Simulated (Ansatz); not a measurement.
**Run report: ZnS, geometry relaxation (part 1 of 3)**

System: ZnS (slab, 12 atoms in the cell).
Method: DFT PBE, scalar-relativistic, plane waves, PAW, no spin polarisation (Ansatz 0.2.0).

The structure derives from an entry of the Crystallography Open Database. It belongs to a series of runs on one base structure; here: (1 1 0) slab, atoms relaxed.

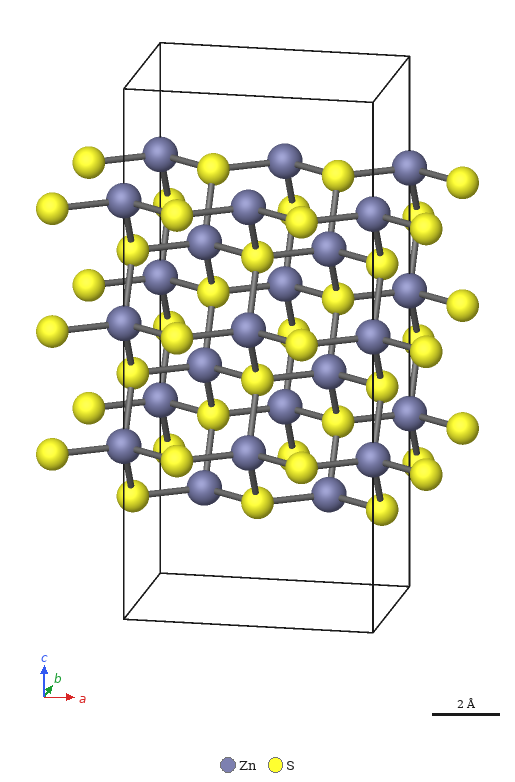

**Figure 1.** The structure as given in the input (ball-and-stick view of the 2 × 1 repeat of the cell, with the vacuum cut short, seen slightly off an axis; bonded neighbours outside the cell are drawn too). An atom can appear more than once, as a periodic image.

**The input**
```yaml
crystal:
  lattice:
    - [3.8488726981, 0.0, 0.0]
    - [0.0, 5.4431279695, 0.0]
    - [0.0, 0.0, 24.6221817452]
  atoms:
    - { symbol: Zn, position: [0.5, 0.5, 0.3046033888] }
    - { symbol: S, position: [0.0, 0.25, 0.3046033888] }
    - { symbol: Zn, position: [0.0, 0.0, 0.3827620333] }
    - { symbol: S, position: [0.5, 0.75, 0.3827620333] }
    - { symbol: Zn, position: [0.5, 0.5, 0.4609206778] }
    - { symbol: S, position: [0.0, 0.25, 0.4609206778] }
    - { symbol: Zn, position: [0.0, 0.0, 0.5390793222] }
    - { symbol: S, position: [0.5, 0.75, 0.5390793222] }
    - { symbol: Zn, position: [0.5, 0.5, 0.6172379667] }
    - { symbol: S, position: [0.0, 0.25, 0.6172379667] }
    - { symbol: Zn, position: [0.0, 0.0, 0.6953966112] }
    - { symbol: S, position: [0.5, 0.75, 0.6953966112] }
basis:
  ecutwfc: 420
kpoints:
  mp_grid: { grid: [7, 5, 1] }
hamiltonian:
  xc: pbe
scf:
  occupations: { method: gaussian, width: 0.05 }
output:
  forces: true
  eigenvalues: true
  write_density: true
  write_potential: true
  elf: true
  volumetric_format: npy
relax:
  adjacent_minimum: "off"
  f_tol: 0.02
  max_steps: 60
efield:
  axis: 3
  dipole_correction: true
  ramp_width: 0.04
```

Hardware: 1 thread of Arm Neoverse V1, 24 GiB of memory available, shared host.

Launch command:
```bash
ansatz run input.yaml --threads 1 --pin off --max-ram 2560MiB --backend cpu --events-out ev --progress --plain --runs-dir out
```

**What the program printed**
```
Engine: ansatz 0.2.0, aarch64-unknown-linux-gnu
Pseudopotentials: kind: paw
Pseudopotential: Zn, paw, valence charge 12, recommended cutoff 420 eV (normal), Zn.paw.azcp
Pseudopotential: S, paw, valence charge 6, recommended cutoff 420 eV (normal), S.paw.azcp
Functional definition: PBE
  parameter kappa = 0.804
  parameter beta = 0.06672455060314922
  exchange = pbe_x(kappa = kappa, mu = beta*pi^2/3)
  correlation = pbe_c(beta = beta)
Crystal: 12 atoms, lattice volume = 515.832 Å³
Basis set: ecut = 420 eV, 10069 PW (Γ), exchange–correlation on 54×80×360 points (8 copies of the dense FFT grid, shifted against one another)
Bands: 66, of which v1, the nominal top of the filled ones, is band 54 counted from 1 (53 counted from 0)
Symmetry: 2 space group operations
k-points: 12 of 35 (time reversal used)
Non-local potential: Zn, projectors of the file, l = 0: 2, l = 1: 2, l = 2: 3, l = 3: 1
Non-local potential: S, projectors of the file, l = 0: 2, l = 1: 2, l = 2: 2
PAW form: soft (Blöchl's): semilocal exchange-correlation on the pseudo side does not see the compensation charge
PAW one-centre angular grid: Zn, 590 points (default); XC on 64 Gauss nodes
PAW one-centre angular grid: S, 110 points (default); XC on 64 Gauss nodes
Initial density: superposition of atomic densities (neutral atoms: chi_scale 0, normalization atom), corrected by the library's trained network
Initial wavefunctions: pseudopotential atomic-orbital guess
Functional: x = pbe(κ = 0.804, μ = 0.2195149727645171), c = pbe(β = 0.06672455060314922)
SCF iter   1: F=—  HF=-25334.365735 eV  |F-HF|=—  |Δ(HF+E_count)|=         —  Δρ=8.97e-4  dr2=2.53e-2  ethr=1.77e-3  p=-0.000 e·Å  D=-1.56e-14 V/Å  ΔV_dip=0.00 eV  dr2_dipole=2.37e-9  V_vac-E_F(+/−)=4.50/4.50 eV  ⟨swp⟩=8.9  Hψ=3896  notcnv=0  defer=23
efield: sawtooth ramp at fractional position 0.9800 (placed from the atoms, in the widest stretch of the axis that holds none; the zero of the levels goes with the place), width 0.0400; the density the first Hamiltonian is built on has a dipole p = -0.000 e·Å; the dipole correction subtracts the counter field D = -1.56e-14 V/Å, which shifts the + side's vacuum level by +0.00 eV against the − side's; the planar-averaged density in the ramp window peaks in size at 3.0e-6 e/Å³
preconditioner: auto → Resta (q_TF=auto, 2.102 Å⁻¹)  ε∞=3.9  [insulator: Δε(μ)=1.527 eV  Ē_g=10.057 eV  σ=0.050 eV  W_gap=1.00  n_scr=84 (ndim 8)  ℏωp=17.0 eV  f_vac=0.495  D(μ)=0.00/eV (n_scr^D=0)  ε∞_Penn≈3.9  vacuum switching on, ρ_ref=7.3e-3 e/Å³]
SCF iter   2: F=—  HF=-25334.364369 eV  |F-HF|=—  |Δ(HF+E_count)|=   1.37e-3  Δρ=4.05e-4  dr2=1.33e-3  ethr=2.34e-5  p=0.000 e·Å  D=9.85e-6 V/Å  ΔV_dip=-0.00 eV  dr2_dipole=1.53e-9  V_vac-E_F(+/−)=4.58/4.58 eV  ⟨swp⟩=2.6  Hψ=1502  notcnv=0  defer=65
SCF iter   3: F=—  HF=-25334.364840 eV  |F-HF|=—  |Δ(HF+E_count)|=   4.71e-4  Δρ=2.16e-4  dr2=3.00e-4  ethr=1.23e-6  p=0.000 e·Å  D=2.13e-6 V/Å  ΔV_dip=-0.00 eV  dr2_dipole=2.41e-13  V_vac-E_F(+/−)=4.60/4.60 eV  ⟨swp⟩=2.0  Hψ=1294  notcnv=0  defer=65
SCF iter   4: F=—  HF=-25334.364989 eV  |F-HF|=—  |Δ(HF+E_count)|=   1.49e-4  Δρ=1.23e-4  dr2=7.09e-5  ethr=2.78e-7  p=0.000 e·Å  D=1.32e-6 V/Å  ΔV_dip=-0.00 eV  dr2_dipole=1.34e-11  V_vac-E_F(+/−)=4.61/4.61 eV  ⟨swp⟩=2.0  Hψ=1300  notcnv=0  defer=65
iter 5 did not close the SCF: its close was put off for the readings that it lacked (scf_convergence_deferred on its scf_iter line)
SCF iter   5: F=-25334.365012 eV  HF=-25334.365007 eV  |F-HF|=4.84e-6  |Δ(HF+E_count)|=   1.84e-5  Δρ=3.23e-5  dr2=7.15e-6  ethr=6.57e-8  p=0.000 e·Å  D=6.46e-7 V/Å  ΔV_dip=-0.00 eV  dr2_dipole=1.48e-11  V_vac-E_F(+/−)=4.61/4.61 eV  ⟨swp⟩=2.0  Hψ=1297  notcnv=0  defer=65
iter 6 did not close the SCF: its close was put off until two iterations running show no level that it waits for move by more than its bar (scf_convergence_deferred on its scf_iter line)
SCF iter   6: F=-25334.365013 eV  HF=-25334.365013 eV  |F-HF|=6.16e-7  |Δ(HF+E_count)|=   5.48e-6  Δρ=1.11e-5  dr2=7.20e-7  ethr=6.62e-9  p=-0.000 e·Å  D=-5.49e-7 V/Å  ΔV_dip=0.00 eV  dr2_dipole=3.17e-11  V_vac-E_F(+/−)=4.62/4.62 eV  ⟨swp⟩=18.4  Hψ=8117  notcnv=0
SCF iter   7: F=-25334.365013 eV  HF=-25334.365014 eV  |F-HF|=2.65e-7  |Δ(HF+E_count)|=   9.41e-7  Δρ=7.82e-6  dr2=2.12e-7  ethr=6.66e-10  p=0.000 e·Å  D=4.94e-7 V/Å  ΔV_dip=-0.00 eV  dr2_dipole=1.57e-11  V_vac-E_F(+/−)=4.62/4.62 eV  ⟨swp⟩=10.4  Hψ=6398  notcnv=0
SCF 1 converged in 7 iterations: F = -25334.365013 eV  dr2 = 2.12e-7
  greatest PAW one-centre occupation: 0.985 electrons in one spin orbital (limit 2), on the Zn atom at site 10 (counted from 0), in its partial waves of l = 2
relax step   1: F+E_penalty+E_count = -25334.36501328 eV  Δ(F+E_penalty+E_count) = +0.000e0 eV  max|allowed force component| = 1.199e0 eV/Å  Δτ_max = 0.0000 Å  (7 SCF iters, dr2 threshold 1.00e-5 eV, accepted)
Initial density: handed on by an earlier stage of this run
Initial wavefunctions: those handed on with the density
iter 1 solved again at ethr=1.10e-4 eV; its pass at ethr=3.10e-3 eV (dr2=1.19e-1 eV) is discarded
SCF iter   1: F=—  HF=-25335.008424 eV  |F-HF|=—  |Δ(HF+E_count)|=         —  Δρ=4.24e-3  dr2=1.18e-1  ethr=1.10e-4  p=0.000 e·Å  D=4.94e-7 V/Å  ΔV_dip=-0.00 eV  dr2_dipole=5.73e-11  V_vac-E_F(+/−)=4.45/4.45 eV  ⟨swp⟩=1.2  Hψ=3580  notcnv=0  defer=65
efield: sawtooth ramp at fractional position 0.9800 (handed on by an earlier solve), width 0.0400; the density the first Hamiltonian is built on has a dipole p = 0.000 e·Å; the dipole correction subtracts the counter field D = 4.94e-7 V/Å, which shifts the + side's vacuum level by -0.00 eV against the − side's; the planar-averaged density in the ramp window peaks in size at 2.8e-6 e/Å³
preconditioner: auto → Resta (q_TF=auto, 2.102 Å⁻¹)  ε∞=3.8  [insulator: Δε(μ)=1.950 eV  Ē_g=10.132 eV  σ=0.050 eV  W_gap=1.00  n_scr=84 (ndim 8)  ℏωp=17.0 eV  f_vac=0.503  D(μ)=0.00/eV (n_scr^D=0)  ε∞_Penn≈3.8  vacuum switching on, ρ_ref=7.4e-3 e/Å³]
SCF iter   2: F=—  HF=-25334.994374 eV  |F-HF|=—  |Δ(HF+E_count)|=   1.40e-2  Δρ=2.29e-3  dr2=3.50e-2  ethr=1.09e-4  p=0.000 e·Å  D=1.79e-6 V/Å  ΔV_dip=-0.00 eV  dr2_dipole=2.10e-10  V_vac-E_F(+/−)=4.58/4.58 eV  ⟨swp⟩=2.0  Hψ=900  notcnv=0  defer=65
SCF iter   3: F=—  HF=-25334.988912 eV  |F-HF|=—  |Δ(HF+E_count)|=   5.46e-3  Δρ=6.18e-4  dr2=1.71e-3  ethr=3.24e-5  p=-0.000 e·Å  D=-2.48e-6 V/Å  ΔV_dip=0.00 eV  dr2_dipole=2.18e-10  V_vac-E_F(+/−)=4.71/4.71 eV  ⟨swp⟩=2.0  Hψ=1397  notcnv=0  defer=65
SCF iter   4: F=—  HF=-25334.988691 eV  |F-HF|=—  |Δ(HF+E_count)|=   2.20e-4  Δρ=4.01e-4  dr2=6.18e-4  ethr=1.58e-6  p=0.000 e·Å  D=9.23e-8 V/Å  ΔV_dip=-0.00 eV  dr2_dipole=3.59e-12  V_vac-E_F(+/−)=4.73/4.73 eV  ⟨swp⟩=2.0  Hψ=1352  notcnv=0  defer=71
SCF iter   5: F=—  HF=-25334.988526 eV  |F-HF|=—  |Δ(HF+E_count)|=   1.66e-4  Δρ=9.99e-5  dr2=6.23e-5  ethr=5.72e-7  p=0.000 e·Å  D=6.17e-7 V/Å  ΔV_dip=-0.00 eV  dr2_dipole=1.83e-11  V_vac-E_F(+/−)=4.74/4.74 eV  ⟨swp⟩=2.0  Hψ=1294  notcnv=0  defer=71
SCF iter   6: F=-25334.988562 eV  HF=-25334.988561 eV  |F-HF|=6.03e-7  |Δ(HF+E_count)|=   3.59e-5  Δρ=2.55e-5  dr2=6.52e-6  ethr=5.77e-8  p=-0.000 e·Å  D=-5.38e-7 V/Å  ΔV_dip=0.00 eV  dr2_dipole=1.22e-11  V_vac-E_F(+/−)=4.75/4.75 eV  ⟨swp⟩=21.1  Hψ=9174  notcnv=0
SCF 2 converged in 6 iterations: F = -25334.988562 eV  dr2 = 6.52e-6
  greatest PAW one-centre occupation: 0.985 electrons in one spin orbital (limit 2), on the Zn atom at site 0 (counted from 0), in its partial waves of l = 2
relax step   2: F+E_penalty+E_count = -25334.98856197 eV  Δ(F+E_penalty+E_count) = -6.235e-1 eV  max|allowed force component| = 6.978e-1 eV/Å  Δτ_max = 0.1949 Å  (6 SCF iters, dr2 threshold 8.99e-5 eV, accepted)
SCF iter   1: F=—  HF=-25335.274226 eV  |F-HF|=—  |Δ(HF+E_count)|=         —  Δρ=3.32e-3  dr2=6.78e-2  ethr=8.68e-4  p=-0.000 e·Å  D=-5.38e-7 V/Å  ΔV_dip=0.00 eV  dr2_dipole=1.04e-12  V_vac-E_F(+/−)=4.64/4.64 eV  ⟨swp⟩=4.3  Hψ=2799  notcnv=0  defer=60
efield: sawtooth ramp at fractional position 0.9800 (handed on by an earlier solve), width 0.0400; the density the first Hamiltonian is built on has a dipole p = -0.000 e·Å; the dipole correction subtracts the counter field D = -5.38e-7 V/Å, which shifts the + side's vacuum level by +0.00 eV against the − side's; the planar-averaged density in the ramp window peaks in size at 6.5e-6 e/Å³
preconditioner: auto → Resta (q_TF=auto, 2.102 Å⁻¹)  ε∞=3.8  [insulator: Δε(μ)=2.200 eV  Ē_g=10.208 eV  σ=0.050 eV  W_gap=1.00  n_scr=84 (ndim 8)  ℏωp=17.0 eV  f_vac=0.508  D(μ)=0.00/eV (n_scr^D=0)  ε∞_Penn≈3.8  vacuum switching on, ρ_ref=7.6e-3 e/Å³]
SCF iter   2: F=—  HF=-25335.271025 eV  |F-HF|=—  |Δ(HF+E_count)|=   3.20e-3  Δρ=1.86e-3  dr2=2.13e-2  ethr=6.27e-5  p=0.000 e·Å  D=3.13e-6 V/Å  ΔV_dip=-0.00 eV  dr2_dipole=3.05e-10  V_vac-E_F(+/−)=4.74/4.74 eV  ⟨swp⟩=2.0  Hψ=1014  notcnv=0  defer=64
SCF iter   3: F=—  HF=-25335.269277 eV  |F-HF|=—  |Δ(HF+E_count)|=   1.75e-3  Δρ=2.98e-4  dr2=9.22e-4  ethr=1.97e-5  p=-0.000 e·Å  D=-6.64e-7 V/Å  ΔV_dip=0.00 eV  dr2_dipole=2.09e-10  V_vac-E_F(+/−)=4.82/4.82 eV  ⟨swp⟩=2.0  Hψ=1379  notcnv=0  defer=64
SCF iter   4: F=—  HF=-25335.269411 eV  |F-HF|=—  |Δ(HF+E_count)|=   1.33e-4  Δρ=1.87e-4  dr2=1.49e-4  ethr=8.53e-7  p=0.000 e·Å  D=1.89e-6 V/Å  ΔV_dip=-0.00 eV  dr2_dipole=9.58e-11  V_vac-E_F(+/−)=4.85/4.85 eV  ⟨swp⟩=2.0  Hψ=1304  notcnv=0  defer=64
SCF iter   5: F=—  HF=-25335.269427 eV  |F-HF|=—  |Δ(HF+E_count)|=   1.61e-5  Δρ=1.16e-4  dr2=4.75e-5  ethr=1.38e-7  p=0.000 e·Å  D=4.46e-7 V/Å  ΔV_dip=-0.00 eV  dr2_dipole=7.73e-14  V_vac-E_F(+/−)=4.86/4.86 eV  ⟨swp⟩=2.0  Hψ=1329  notcnv=0  defer=64
SCF iter   6: F=-25335.269414 eV  HF=-25335.269414 eV  |F-HF|=2.53e-7  |Δ(HF+E_count)|=   1.29e-5  Δρ=2.54e-5  dr2=5.48e-6  ethr=2.82e-8  p=0.000 e·Å  D=1.89e-8 V/Å  ΔV_dip=-0.00 eV  dr2_dipole=6.96e-12  V_vac-E_F(+/−)=4.86/4.86 eV  ⟨swp⟩=21.2  Hψ=9083  notcnv=0
SCF 3 converged in 6 iterations: F = -25335.269414 eV  dr2 = 5.48e-6
relax step   3: F+E_penalty+E_count = -25335.26941362 eV  Δ(F+E_penalty+E_count) = -2.809e-1 eV  max|allowed force component| = 2.599e-1 eV/Å  Δτ_max = 0.1949 Å  (6 SCF iters, dr2 threshold 3.04e-5 eV, accepted)
```
